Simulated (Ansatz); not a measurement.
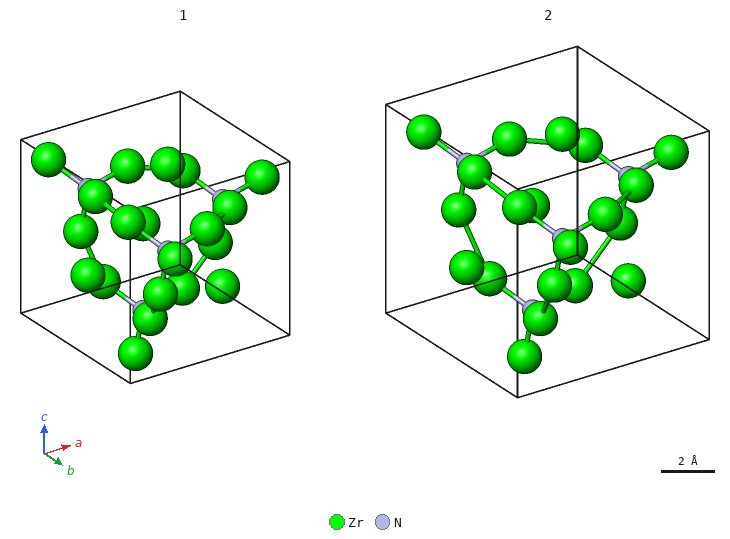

Two geometries of a crystal of Zr$_{5}$N (a generated structure, set up in F-43m) (coarse preliminary run), drawn at one scale. One is the start of a relaxation, the other its converged end. Style: ball-and-stick. Shown: the conventional cell (4 times the calculation's cell), from a free direction. Lengths and directions refer to the drawn axes.

All numbers below come from Ansatz 0.2.0, DFT PBE, scalar-relativistic, plane waves, PAW. Settings: plane-wave cutoff 420 eV; k-point mesh 4 × 4 × 4; occupations gaussian; smearing width 0.1 eV; no spin polarisation; cell and atoms relaxed; force threshold 0.04 eV/Å; at most 70 steps.

**Which one is relaxed?**

Structure 2 is the relaxed one. The largest moves relative to the cell, 0.22 Å, are those of Zr atoms. N stays in place. The drawn cell changes as follows: a = b = c 7.411 → 8.908 Å (+20.2 %); the volume changes by +73.7 %. Among the contacts that change: Zr–Zr 2.156 → 2.958 Å, Zr–Zr 3.036 → 3.675 Å, Zr–Zr 3.084 → 3.341 Å, N–Zr 1.889 → 2.046 Å. The space group stays F-43m (No. 216). The energy falls by 15.516 eV per cell of the calculation in 7 accepted moves (9 points after the start). Largest force component: 9.8 eV/Å at the start, 0.013 eV/Å at the end. Pressure: 89.39 GPa at the start and 0.15 GPa at the end. At 2 points the geometry stayed and the basis and grid were re-selected for the new cell (energy shift of 0.405 eV per cell of the calculation at most each time). The run took 36 s on 1 thread of Intel(R) Xeon(R) Platinum 8375C CPU @ 2.90GHz (Ice Lake) (shared host), peak memory 0.47 GiB.
